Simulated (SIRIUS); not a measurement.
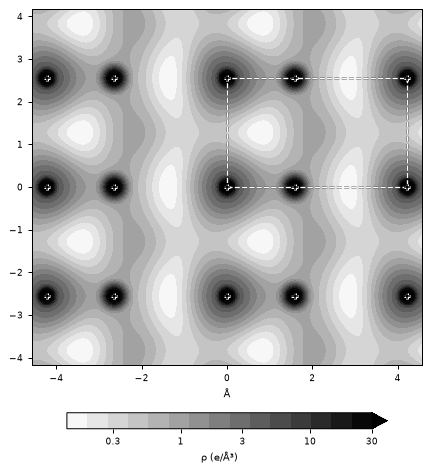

The total electron density on a plane through atoms (crosses mark nuclei in the plane).

Theory: Kohn-Sham DFT of a periodic cell, PBEsol, all-electron FP-LAPW in SIRIUS 7.12.0.

Candidates:
A. BN, a = 2.55 Å, b = 2.55 Å, c = 4.23 Å, α = 90.00°, β = 90.00°, γ = 120.00°. Space group P6₃mc; a structure from a database of computed crystals, not necessarily the ambient phase.
B. Tc, a = 2.74 Å, b = 2.74 Å, c = 8.77 Å, α = 90.00°, β = 90.00°, γ = 120.00°. Space group P6₃/mmc; a structure from a database of computed crystals, not necessarily the ambient phase.
C. Al₃Cu₂, a = 4.09 Å, b = 4.09 Å, c = 4.99 Å, α = 90.00°, β = 90.00°, γ = 120.00°. Space group P1; a structure from a database of computed crystals, not necessarily the ambient phase; not relaxed (largest force 0.6 eV/Å).

Question: Which candidate gave the map?

Answer: Candidate A: BN on the (11̄0) plane of the conventional cell, which holds N and B. B–N (1.58 Å): ρ is about 1.4 e/Å³ halfway.
